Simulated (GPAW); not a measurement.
# AlN (F-43m): refractive index against wavelength

The refractive index of AlN (F-43m) below the direct gap (4.15 eV on the mesh) is read from one computed spectrum, n = √(Re ε).

The structure is cubic, space group F-43m (No. 216). Conventional cell: a = 4.368 Å, b = 4.368 Å, c = 4.368 Å, α = 90.00°, β = 90.00°, γ = 90.00°. Al on site a has 4 N at 1.89 Å as nearest neighbours. Around N on site d lie 4 Al at 1.89 Å.

Method: GPAW 26.7.0, PBE, RPA, k-mesh 16×16×16, local fields up to 70 eV, Lorentzian half width 0.12 eV.

Launch of the response step: `OMP_NUM_THREADS=1 python df.py`. The run took 34 s, its band step included, on 1 thread of Arm Neoverse V2, on a shared host.

| wavelength (nm) | photon energy E (eV) | n |
| --- | --- | --- |
| 1310 | 0.946 | 2.0995 |
| 1064 | 1.165 | 2.1053 |
| 850 | 1.459 | 2.1153 |
| 700 | 1.771 | 2.1288 |
| 633 | 1.959 | 2.1385 |
| 532 | 2.331 | 2.1618 |
| 450 | 2.755 | ? |

In the single-oscillator model n² − 1 = E₀E_d/(E₀² − E²), so 1/(n² − 1) = E₀/E_d − E²/(E₀E_d) is linear in E².

Working, on the rows shown:

| x = E² (eV²) | y = 1/(n² − 1) |
| --- | --- |
| 0.895757 | 0.293436 |
| 1.35784 | 0.291351 |
| 2.12762 | 0.287812 |
| 3.13716 | 0.283143 |
| 3.83641 | 0.279863 |
| 5.43137 | 0.272229 |

Means: x̄ = 2.7977, ȳ = 0.28464. Σ(x − x̄)(y − ȳ) = -0.06667, Σ(x − x̄)² = 14.27. Slope = -0.06667 / 14.27 = -0.004672; intercept = ȳ − slope · x̄ = 0.29771. Turned back into n, the line misses the rows shown by at most 0.00033.

Task: What does the fit predict for the withheld row, and how well does it do?

Result: At x = 7.5912 the line gives y = 0.26224, that is 2.1939. The run gave 2.1964, so the extrapolation is off by 0.0025, 3 % of the range in the table.

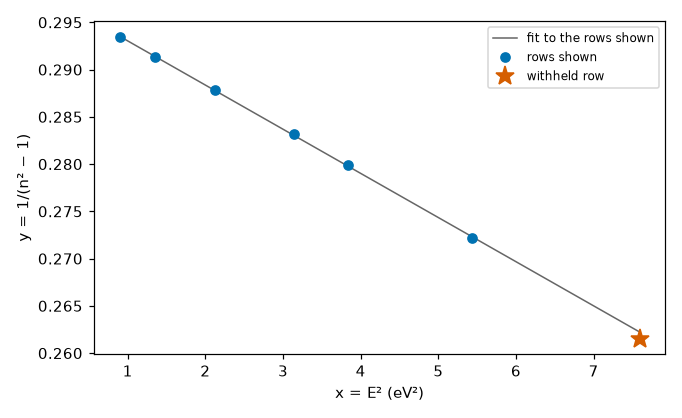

Refitted with all rows, the slope is -0.004763 and the intercept 0.29792. These give E₀ = √(intercept/−slope) = 7.91 eV and E_d = E₀/intercept = 26.5 eV; E₀ is 1.9 times the direct gap. The electronic limit at long wavelengths, without lattice vibrations, is n = √(1 + 1/intercept) = 2.087. Excitons are left out; PBE gaps are as a rule too small. The values come from a sum over the points of one k-mesh and carry its error, which grows as the direct gap shrinks. The local-field cutoff holds few shells of reciprocal vectors for this small cell, so ε∞ can read a few per cent high.
